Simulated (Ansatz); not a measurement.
## Geometry relaxation of Al6N7 (part 1 of 4)

The run: geometry relaxation of Al6N7 (slab, 13 atoms in the cell). Method and program: DFT r2SCAN, scalar-relativistic, plane waves, PAW, spin-polarised (Ansatz 0.2.0).

The structure derives from an entry of the Crystallography Open Database. The input holds or restrains some coordinates. Forces given for the steps count only the free coordinates. It belongs to a series of runs on one base structure; here: N put at a top N site. Figures and captions count atoms from 1; the log counts them from 0 in places.

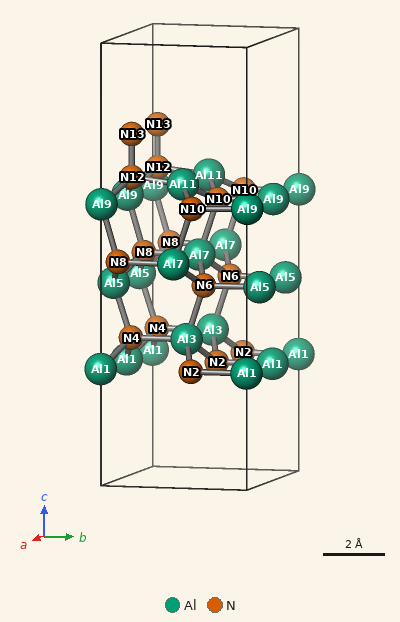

Fig. 1: The input geometry (ball-and-stick view of the 2 × 1 repeat of the cell, with the vacuum cut short, seen slightly off an axis; atoms are numbered from 1 in the order of the input). An atom can appear more than once, as a periodic image.

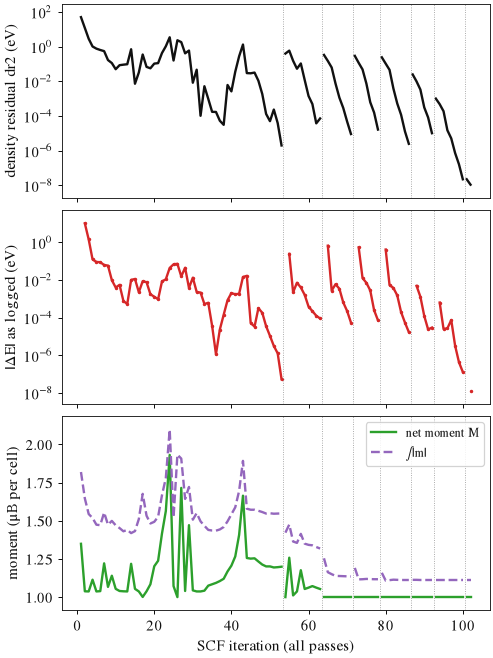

Fig. 2: Convergence of the self-consistent field: density residual dr2, size of the energy change and magnetic moment against the SCF iteration. Dotted lines part the SCF passes that the log prints in full. The net moment goes from 1.3 to 1.0 μB per cell, with excursions between 1.0 and 1.9 on the way.

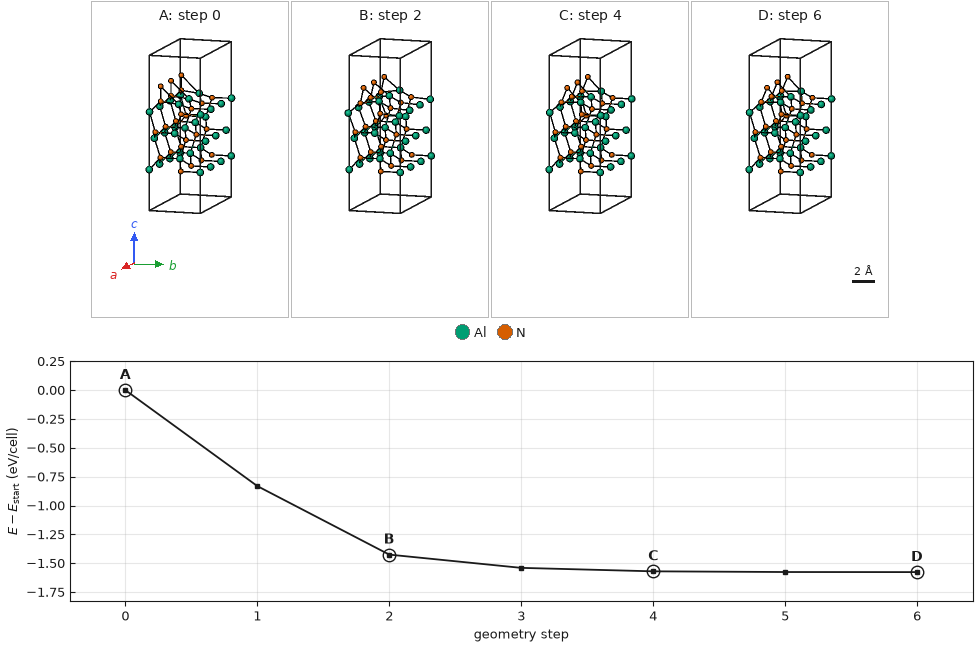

Fig. 3: Frames of the restrained relaxation (ball-and-stick view of the 3 × 1 repeat of the cell, with the vacuum cut short, seen slightly off an axis) above the curves, on which the letters mark them (the first geometry is step 0 here and step 1 in the log).

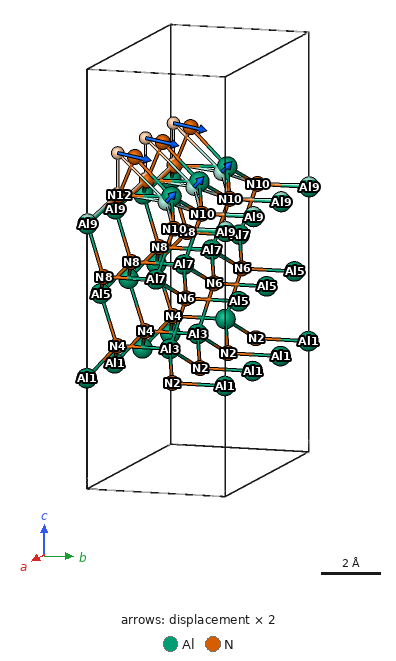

Fig. 4: Start (faint) and end (solid) with the displacements as blue arrows, magnified 2 times (ball-and-stick view of the 3 × 1 repeat of the cell, with the vacuum cut short, seen slightly off an axis). After 6 geometry steps the energy has fallen by 1.577 eV per cell of the calculation. Largest force component: 2.4 eV/Å at the start, 0.017 eV/Å at the end. The atom that moves furthest is N13 (0.63 Å). By element the largest moves are N 0.63 Å, Al 0.28 Å. The lattice vectors keep their values. Distances before and after: Al11–N13 2.379 → 1.855 Å, Al11–N12 1.760 → 1.897 Å, N8–Al9 1.969 → 1.896 Å, N12–N13 1.420 → 1.489 Å. Among the angles that change: Al11–N12–N13 96.3° → 65.1°, Al11–N13–N12 47.3° → 68.1°, N12–Al11–N13 36.4° → 46.8°. (Atoms are counted from 1 in the order of the input.)

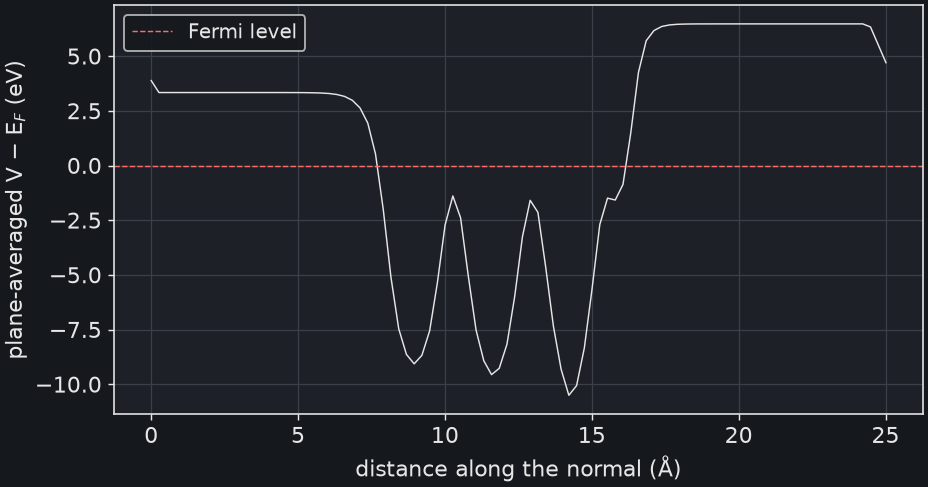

Fig. 5: Plane average of the electrostatic potential energy of an electron across the cell, from the Fermi level. The vacuum level lies 6.48 eV above the Fermi level on the upper side and 3.34 eV on the lower.

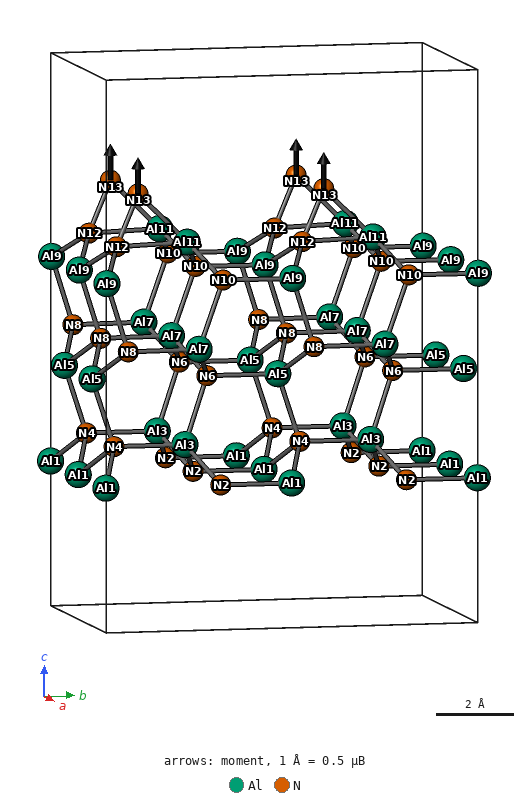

Fig. 6: Magnetic moments of the sites as black arrows (ball-and-stick view of the 2 × 2 repeat of the cell, with the vacuum cut short, seen slightly off an axis; atoms are numbered from 1 in the order of the input); small moments hardly show. The run is collinear, so the axis drawn is arbitrary. Site moments: N13 (0.48 μB); N12 (0.05 μB). They are counted near the atoms and needn't add up to the moment of the cell.

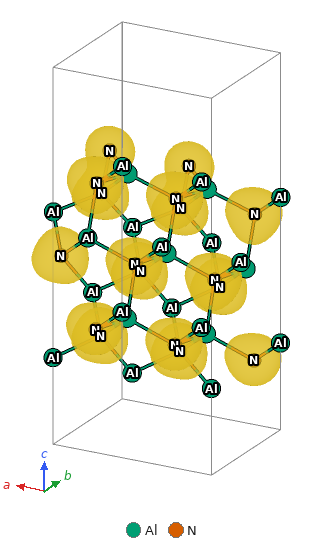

Fig. 7: Isosurface of the valence pseudo-density at 0.5 e/Å³ (yellow), seen at an oblique angle. Sticks mark near contacts. At this value the density breaks into separate islands; it holds about 65 % of the electrons treated as valence. On the grid the lowest density along these lines, outside the cores, is 1.8 e/Å³ (N–N, 1.49 Å), 0.61 e/Å³ (Al–N, 1.84 Å) and 0.57 e/Å³ (Al–N, 1.89 Å). Core electrons are frozen (PAW), so the fields are smoothed inside the atomic spheres.

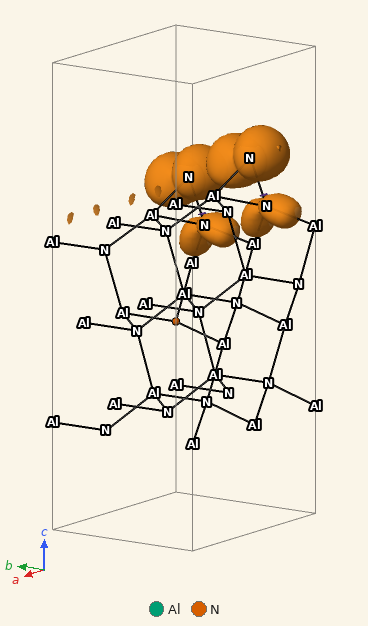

Fig. 8: Isosurfaces of the spin density (up minus down) at +0.03 (orange) and −0.03 e/Å³ (purple), seen at an oblique angle. Sticks mark near contacts. The spin density sits on N: +0.5 μB in one cell of 13 atoms: a single local moment. The cell of the calculation (13 atoms) carries 1.0 μB net.

These pictures come from the run below.

Input
```yaml
crystal:
  lattice:
    - [3.106665338, 0.0, 0.0]
    - [0.0, 4.9784048454, 0.0]
    - [0.0, 0.0, 25.277719242]
  atoms:
    - { symbol: Al, position: [0.0, 0.9983070976, 0.3362645149] }
    - { symbol: "N", position: [0.0, 0.6166929024, 0.3362645149] }
    - { symbol: Al, position: [0.5, 0.4983070976, 0.3717430732] }
    - { symbol: "N", position: [0.5, 0.1166929024, 0.3717430732] }
    - { symbol: Al, position: [0.5, 0.9983070976, 0.4427001897] }
    - { symbol: "N", position: [0.5, 0.6166929024, 0.4427001897] }
    - { symbol: Al, position: [0.0, 0.496350498, 0.4760801698] }
    - { symbol: "N", position: [0.0, 0.1166534316, 0.4769050741] }
    - { symbol: Al, position: [0.0, 1.0037512039, 0.5515439179] }
    - { symbol: "N", position: [0.0, 0.6223036404, 0.5490497373] }
    - { symbol: Al, position: [0.5, 0.4730790295, 0.5738905408] }
    - { symbol: "N", position: [0.5, 0.1216986232, 0.5815206633] }
    - { symbol: "N", position: [0.5, 0.1216986232, 0.6376966176], spin: 3.0 }
basis:
  ecutwfc: 500
kpoints:
  mp_grid: { grid: [9, 6, 1] }
hamiltonian:
  xc: r2scan
scf:
  occupations: { method: gaussian, width: 0.05 }
output:
  forces: true
  eigenvalues: true
  populations: true
  write_density: true
  write_potential: true
  elf: true
  volumetric_format: npy
magnetization:
  spin_polarized: true
relax:
  adjacent_minimum: "off"
  f_tol: 0.03
  max_steps: 70
  constraints: [{ sites: [0, 1, 2, 3, 4, 5] }]
efield:
  axis: 3
  dipole_correction: true
  ramp_width: 0.04
```

Launch command:
```bash
ansatz run input.yaml --threads 2 --pin off --max-ram 5120MiB --backend cpu --events-out ev --progress --plain --runs-dir out
```

Output
```
Engine: ansatz 0.2.0, x86_64-unknown-linux-gnu
Pseudopotentials: kind: paw
Pseudopotential: Al, paw, valence charge 3, recommended cutoff 500 eV (meta_gga), Al.paw.azcp
Pseudopotential: N, paw, valence charge 5, recommended cutoff 500 eV (meta_gga), N.paw.azcp
Functional definition: r2SCAN
  parameter k0 = 0.174
  parameter k1 = 0.065
  parameter a1 = 4.9479
  exchange = r2scan_x(k0 = k0, k1 = k1, a1 = a1)
  correlation = r2scan_c
Crystal: 13 atoms, lattice volume = 390.951 Å³
Basis set: ecut = 500 eV, 9965 PW (Γ), exchange–correlation on 96×160×768 points (64 copies of the dense FFT grid, shifted against one another)
Bands: 41, of which v1, the nominal top of the filled ones, is band 27 counted from 1 (26 counted from 0)
Symmetry: 2 space group operations
k-points: 20 of 54 (time reversal used)
Non-local potential: Al, projectors of the file, l = 0: 2, l = 1: 2, l = 2: 1
Non-local potential: N, projectors of the file, l = 0: 2, l = 1: 2, l = 2: 1
PAW form: soft (Blöchl's): semilocal exchange-correlation on the pseudo side does not see the compensation charge
PAW frozen core: Al, regenerated for the run's functional (the file was generated under x = pbe(κ = 0.804, μ = 0.2195149727645171), c = pbe(β = 0.06672455060314922))
PAW frozen core: N, regenerated for the run's functional (the file was generated under x = pbe(κ = 0.804, μ = 0.2195149727645171), c = pbe(β = 0.06672455060314922))
PAW one-centre angular grid: Al, 302 points (default); XC on 160 Gauss nodes
PAW one-centre angular grid: N, 302 points (default); XC on 160 Gauss nodes
Initial density: superposition of atomic densities (neutral atoms: chi_scale 0, normalization atom)
Starting moments: Σ|m| = 3 μB on 1 of 13 sites
Initial wavefunctions: pseudopotential atomic-orbital guess
Functional: x = r2scan, c = r2scan; τ floored in thin density (d = 2e-4 eV/Å³)
```
